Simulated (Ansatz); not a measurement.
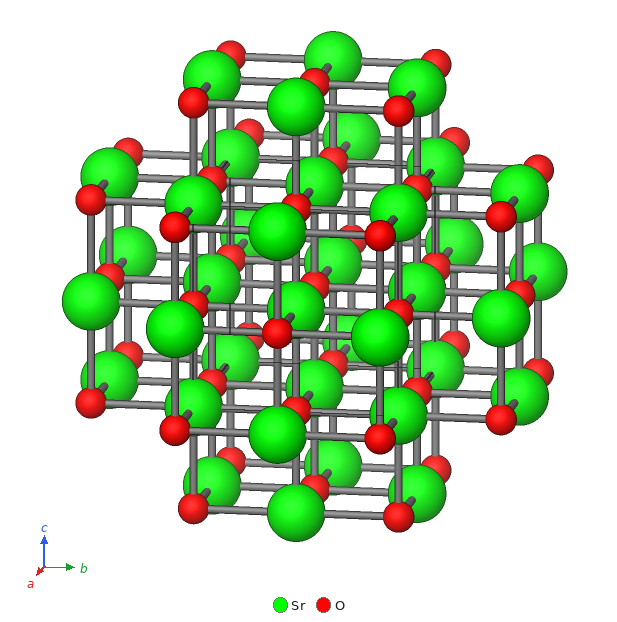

A ball-and-stick picture of a crystal structure, seen slightly off an axis. Lines trace the edges of the conventional unit cell. Bonded atoms from the next cells complete the picture.

SrO, rock salt (NaCl type), space group Fm-3m (No. 225), a = 5.160 Å, b = 5.160 Å, c = 5.160 Å, α = 90.00°, β = 90.00°, γ = 90.00°. Starting structure: a structure type filled with these elements by a generator (whether the compound takes this form wasn't checked). Earlier steps of the study may have refined or changed the cell and positions. It went into a calculation with Ansatz.

This one geometry was computed with Ansatz (DFT, plane waves, PAW) at four levels of theory: r2SCAN, PBE, r2SCAN with spin-orbit coupling and HSE06. It was relaxed beforehand with r2SCAN.

> Which level gives the highest pressure at this volume, and what does that say about its equilibrium volume?

Highest: PBE (1.8 GPa), which points to the largest equilibrium volume. Lowest, with the smallest volume: r2SCAN (0.0 GPa), r2SCAN with spin-orbit coupling (0.0 GPa) and HSE06 (-0.3 GPa). Levels within 0.5 GPa of each other can't be told apart.

> How does the band gap change with the level of theory?

PBE: a gap of 3.32 eV, indirect; r2SCAN with spin-orbit coupling: a gap of 3.78 eV, indirect; r2SCAN: a gap of 3.80 eV, indirect; HSE06: a gap of 4.79 eV, indirect.

> Collect the results in a table.

| level | cutoff (eV) | k-mesh of the run's cell | gap (eV) | pressure (GPa) |
| --- | --- | --- | --- | --- |
| r2SCAN | 500 | 8×8×8 | 3.80 | 0.0 |
| PBE | 420 | 8×8×8 | 3.32 | 1.8 |
| r2SCAN with spin-orbit coupling | 500 | 8×8×8 | 3.78 | 0.0 |
| HSE06 | 420 | 6×6×6 | 4.79 | -0.3 |

Gaps are taken on the k-mesh or band path of each run.
